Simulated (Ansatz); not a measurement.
# Energy of RbBr along an even scaling of the cell

System: RbBr (Fm-3m, 2 atoms in the cell).
Method: Kohn-Sham DFT of a periodic cell, PBE, all-electron LAPW, scalar-relativistic, no spin polarisation (Ansatz 0.2.0).

The 7 runs differ only in the geometry, by an even scaling of the cell at fixed fractional positions. The structure derives from an entry of the Crystallography Open Database.

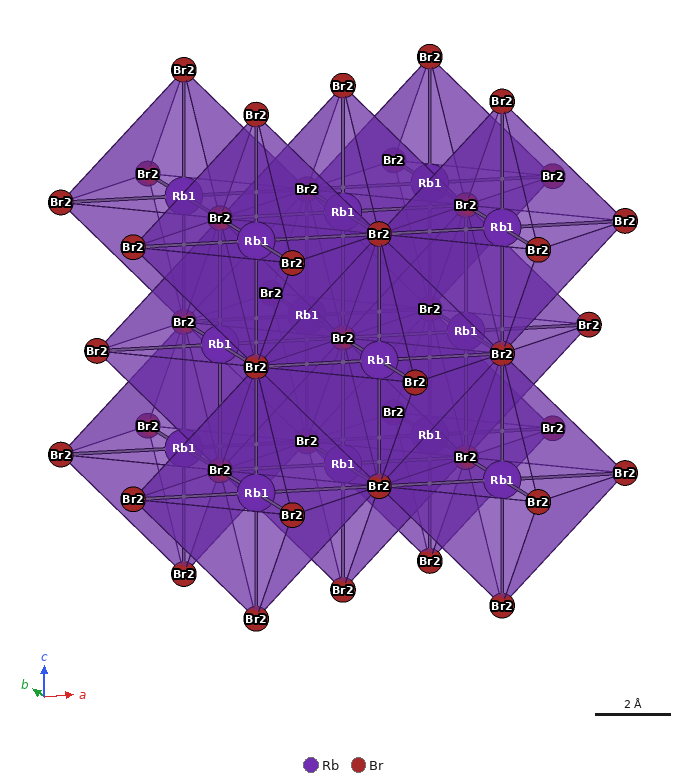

Figure 1. The structure of run 4 (polyhedral view of the cell 4 times as large as that of the calculation, set on its symmetry axes, seen slightly off an axis; polyhedra are completed across the faces of the cell; atoms are numbered from 1 in the order of the input).

**Input of run 4**
```yaml
crystal:
  lattice:
    - [0.0, 3.427, 3.427]
    - [3.427, 0.0, 3.427]
    - [3.427, 3.427, 0.0]
  atoms:
    - { symbol: Rb, position: [0.0, 0.0, 0.0] }
    - { symbol: Br, position: [0.5, 0.5, 0.5] }
kpoints:
  mp_grid: { grid: [7, 7, 7] }
scf:
  occupations: { method: fermi_dirac, width: 0.05 }
hamiltonian:
  xc: pbe
  pseudopotentials: { kind: all_electron, lapw: { basis_error: 0.0005 } }
output:
  forces: true
  stress: true
  eigenvalues: true
```

Command:
```bash
ansatz run input.yaml --threads 1 --pin off --max-ram 3072MiB --backend cpu --events-out ev --progress --plain --runs-dir out
```

Run 6 differs from it as follows:
```diff
-    - [0.0, 3.427, 3.427]
-    - [3.427, 0.0, 3.427]
-    - [3.427, 3.427, 0.0]
+    - [0.0, 3.4720972769, 3.4720972769]
+    - [3.4720972769, 0.0, 3.4720972769]
+    - [3.4720972769, 3.4720972769, 0.0]
```

**Results, with one run withheld**

| run | volume per atom (Å³) | free energy per atom, from the lowest run given (meV) | pressure (GPa) | gap on the mesh (eV) |
| --- | --- | --- | --- | --- |
| 1 | 37.833 | 31.78 | 2.18 | 4.53 |
| 2 | 38.638 | 21.94 | 1.74 | 4.47 |
| 3 | 39.443 | 14.19 | 1.35 | 4.42 |
| 4 | 40.248 | 8.31 | 1.00 | 4.37 |
| 5 | 41.053 | 4.10 | 0.68 | 4.31 |
| 6 | 41.858 | ? | ? | ? |
| 7 | 42.663 | 0.00 | 0.15 | 4.22 |

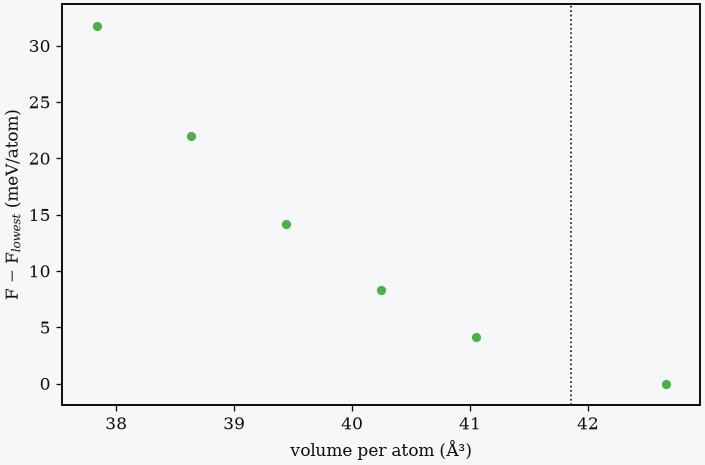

Figure 2. Free energy per atom of the runs given; the dotted line marks run 6.

Estimate the energy of run 6 from the others.

A cubic polynomial in V^(−2/3) (the Birch–Murnaghan form), fitted to the 6 runs given, misses them by under 0.01 meV per atom. With x = V^(−2/3) − 0.08560 Å⁻², it reads F = 10.43 + 4945.6 x + 5.8644e+05 x² + 3.1839e+06 x³ (meV per atom). At run 6 it gives 1.38 meV per atom, and the run itself gives 1.39. The slope of the fit gives a pressure −dF/dV of 0.40 GPa there, and the run prints 0.40 GPa. The fit has no minimum inside this range. The gap on the mesh goes, without turning, from 4.53 eV in run 1 to 4.22 eV in run 7; run 6 has 4.27 eV. These are gaps of this functional on this mesh, which can miss the band edges; they aren't the measured gap.

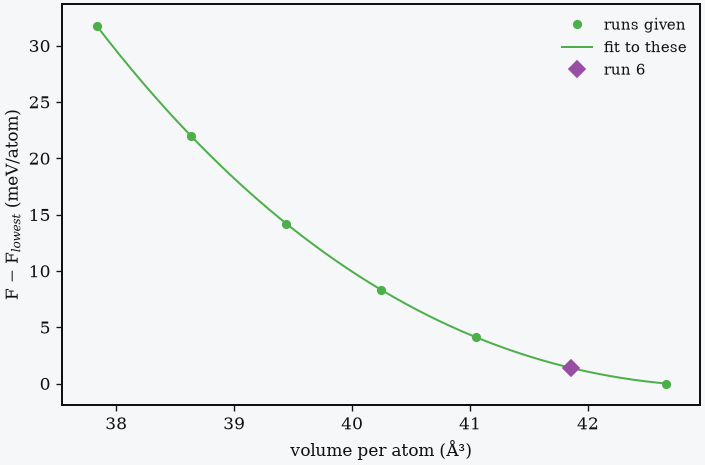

Figure 3. The fit and the withheld run.

**Output, shortened to warnings, some set-up lines, iterations and results (run 6)**
```
Basis set: ecut = 125.30036678799358 eV, 283 PW (Γ), exchange–correlation at level 2
Symmetry: 48 space group operations
k-points: 20 of 343
Initial density: superposition of atomic densities (chi_scale 0.1, normalization cell, long waves kept (reshape's long-wave potential 0.00 eV rms))
[...]
SCF iter   1: F=—  HF=-152051.528820 eV  |F-HF|=—  |Δ(HF+E_count)|=         —  Δρ=1.35e-2  dr2=4.34e-1  ethr=8.68e-4  ⟨swp⟩=2.0  Hψ=3481  notcnv=0
SCF iter   2: F=—  HF=-152051.290966 eV  |F-HF|=—  |Δ(HF+E_count)|=   2.38e-1  Δρ=3.18e-3  dr2=2.23e-2  ethr=4.47e-5  ⟨swp⟩=2.0  Hψ=3080  notcnv=0
SCF iter   3: F=—  HF=-152051.297437 eV  |F-HF|=—  |Δ(HF+E_count)|=         —  Δρ=1.96e-3  dr2=8.90e-3  ethr=4.46e-5  ⟨swp⟩=2.1  Hψ=1921  notcnv=0
SCF iter   4: F=—  HF=-152051.303916 eV  |F-HF|=—  |Δ(HF+E_count)|=   6.48e-3  Δρ=2.95e-4  dr2=1.75e-4  ethr=1.78e-5  ⟨swp⟩=3.0  Hψ=1949  notcnv=0
SCF iter   5: F=—  HF=-152051.304214 eV  |F-HF|=—  |Δ(HF+E_count)|=   2.97e-4  Δρ=4.93e-5  dr2=4.07e-6  ethr=3.50e-7  ⟨swp⟩=3.0  Hψ=1901  notcnv=0
SCF iter   6: F=—  HF=-152051.304211 eV  |F-HF|=—  |Δ(HF+E_count)|=   2.13e-6  Δρ=3.21e-6  dr2=1.05e-8  ethr=8.14e-9  ⟨swp⟩=3.0  Hψ=1954  notcnv=0
SCF iter   7: F=-152051.304211 eV  HF=-152051.304211 eV  |F-HF|=1.93e-8  |Δ(HF+E_count)|=   2.80e-7  Δρ=1.25e-6  dr2=1.85e-9  ethr=2.10e-11  ⟨swp⟩=3.0  Hψ=1968  notcnv=0
SCF 1 converged in 7 iterations: F = -152051.304211 eV  dr2 = 1.85e-9
SCF converged after 7 iterations
Free energy (F): -152051.304211 eV
Harris-Foulkes:  -152051.304211 eV  (|F-HF|=1.93e-8)
Internal energy: -152051.304211 eV  (E = F + TS)
E sigma→0 (E₀):  -152051.304211 eV
Fermi energy:    4.580107 eV
--- Per-component energies (eV) ---
  E_band       = -4305.052099
  E_kinetic    = 156114.539117
  E_xc         = -5257.306679
  E_electrostatic = -302908.536649  (all electrons and nuclei)
  E_smearing   = -0.000000  (= −TS)
  E_closure    = 0.000000  (closes the sum)
  E_atoms      = -152045.227687  (free atoms, spherical and without spin; not in F)
  Σ components = -152051.304211   (vs F -152051.304211, Δ=0.00e0)
  Basis errors (estimates in eV, not in F): energy 2.2e-4 per atom: plane waves 1.9e-4 (1.0e-4 summed), levels above the bands 6.9e-54, relativity 2.9e-8, radial functions 2.4e-5, core shells 3.7e-8; eigenvalues (radial functions only) 3.8e-6; not estimated: angular momenta, meshes, grids; target …
--- Forces (eV/Å), atoms counted from 1 ---
  atom   1  Rb    -0.00000000    -0.00000000    -0.00000000
  atom   2  Br     0.00000000     0.00000000     0.00000000
  max |Σ_I F_I| component: 3.41e-31 eV/Å
--- Stress (GPa, compression-positive) ---
        0.403382      -0.000000       0.000000
       -0.000000       0.403382      -0.000000
        0.000000      -0.000000       0.403382
  P = ⅓ Tr σ = 0.4034 GPa (4.034 kbar)
```
